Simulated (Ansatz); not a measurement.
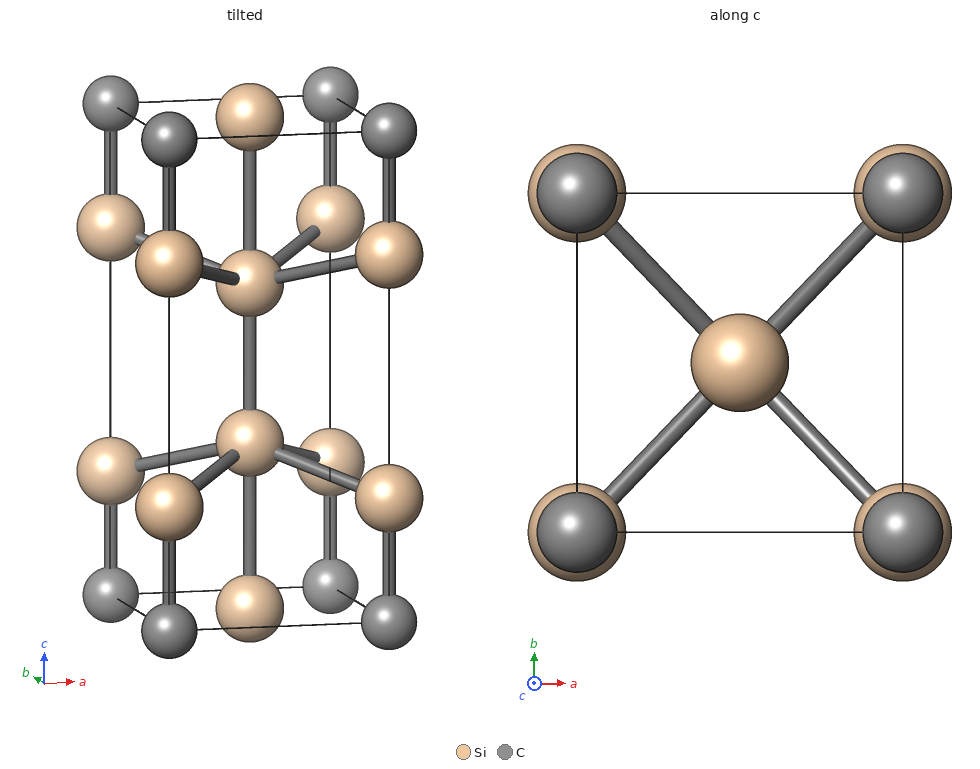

Drawn in the ball-and-stick manner and seen slightly off an axis and along the c axis. The conventional unit cell is drawn as a box. Cell: a = 3.36 Å, b = 3.50 Å, c = 7.37 Å, α = 90.00°, β = 90.00°, γ = 90.00°.

Starting structure: a structure type filled with these elements by a generator (whether the compound takes this form wasn't checked). Earlier steps of the study may have refined or changed the cell and positions. It was the input of a calculation with Ansatz.

**Explain the picture.**

The formula is Si$_{5}$C. The symmetry is that of Pmmm (No. 47), on a primitive orthorhombic lattice. Counting shared atoms by their share gives 5 Si, 1 C, or 6 atoms. C sits among two Si in a linear arrangement at about 1.9 Å. Si takes three kinds of site: 2t with six Si at about 2.4 to 2.5 Å; 2q with four Si and one C (about 2.5 Å to Si, 1.9 Å to C); 1f with two Si in a linear arrangement at about 2.5 Å. The bonds build a three-dimensional framework.

The calculation used DFT PBE, scalar-relativistic, plane waves, PAW (Ansatz 0.2.0), with plane-wave cutoff 420 eV, k-grid 12×10×6, Gaussian smearing of 0.1 eV, no spin polarisation.

**What is the band gap, if any?**

A metal: bands cross the Fermi level.

**List the Bader charges.**

Si -0.02 to +0.74 e; C -2.11 e.

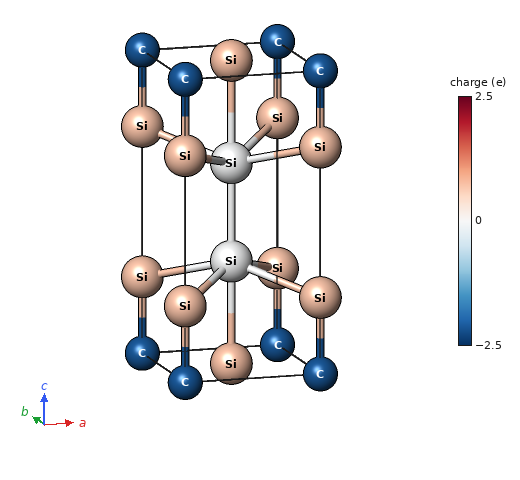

The atoms coloured by those charges. The run's cell of 6 atoms is drawn.

**Has the structure come to rest?**

Yes. All forces vanish to within 0.01 eV/Å. The pressure is 0.0 GPa, close to zero.
